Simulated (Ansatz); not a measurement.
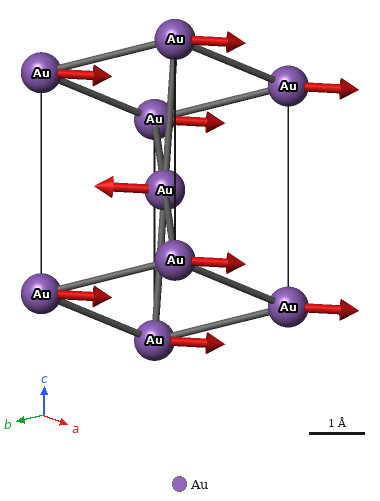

Normal modes of solid Au, space group Im-3m (No. 229), at the zone centre of a doubled cell. The levels lie at 9, 93, 154 cm⁻¹. One mode is drawn. The red arrows give the relative displacements of the atoms. Style: ball-and-stick. Shown: the cell of the calculation, from a free direction.

The calculation used Ansatz 0.2.0, DFT PBEsol, scalar-relativistic, plane waves, PAW. (plane-wave cutoff 420 eV; k-point mesh 22 × 22 × 14; occupations gaussian; smearing width 0.15 eV; no spin polarisation)

> To which level does it belong?

The level at 9 cm⁻¹. This is a non-degenerate mode, the lowest level (the three translations aside). All motion is along [1 −1 0] of the drawn cell; atoms of one kind move against one another, with no net shift of their sublattice. It changes sign from one half of the doubled cell to the other: it belongs to the zone boundary, q = (0, 0, 1/2) in the reciprocal vectors of the undoubled cell. The frequency is so near zero that its sign isn't certain.
